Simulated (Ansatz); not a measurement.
```
CELL_PARAMETERS angstrom
3.34653 0.00000 0.00000
-1.67327 2.89818 0.00000
0.00000 0.00000 11.48927
ATOMIC_POSITIONS crystal
Hf 0.66667 0.33333 0.89862
Hf 0.33333 0.66667 0.39862
Hf 0.66667 0.33333 0.60138
Hf 0.33333 0.66667 0.10138
S 0.00000 0.00000 0.75000
S 0.00000 0.00000 0.25000
```

Space group P6₃/mmc; a structure from a database of computed crystals, not necessarily the ambient phase; changed on purpose from its base cell (strain +0.000 along x and y, -0.015 along z, atoms carried along); computed pressure about 3 GPa in this cell.

Method: DFT PBEsol, scalar-relativistic, plane waves, PAW in Ansatz 0.2.0.

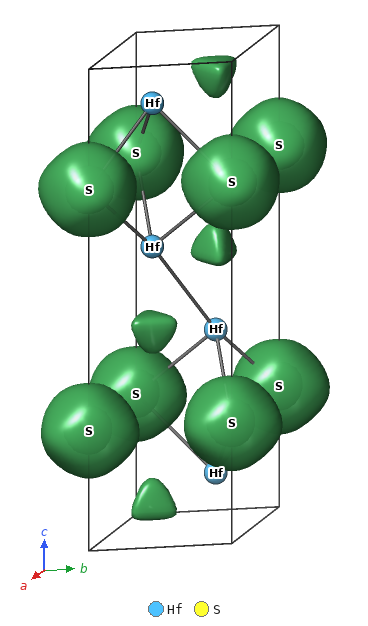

Hf$_{2}$S. Isosurface of the electron localisation function at 0.7 (green), seen slightly off an axis. Core shells and regions of very low density are left out. Sticks mark near contacts.

Core electrons are frozen (PAW), and the valence fields are smoothed inside the atomic spheres.

Describe the localisation domains.

Answer. At this value the surface marks out two regions wrapped around S (the valence shell of each) and four pockets between the atoms, centred on no nucleus (multi-centre or interstitial), counted in one cell of 6 atoms. Any copies at cell faces, edges or corners count once. Profiles from the grid: Hf–S (2.58 Å): the ELF peaks at about 0.85 in the valence shell of S, 0.8 Å from its nucleus, and is about 0.30 at the midpoint; no localised pair shows between them. Hf–Hf (3.03 Å): the ELF is about 0.25 at the midpoint: no localised pair shows between them.
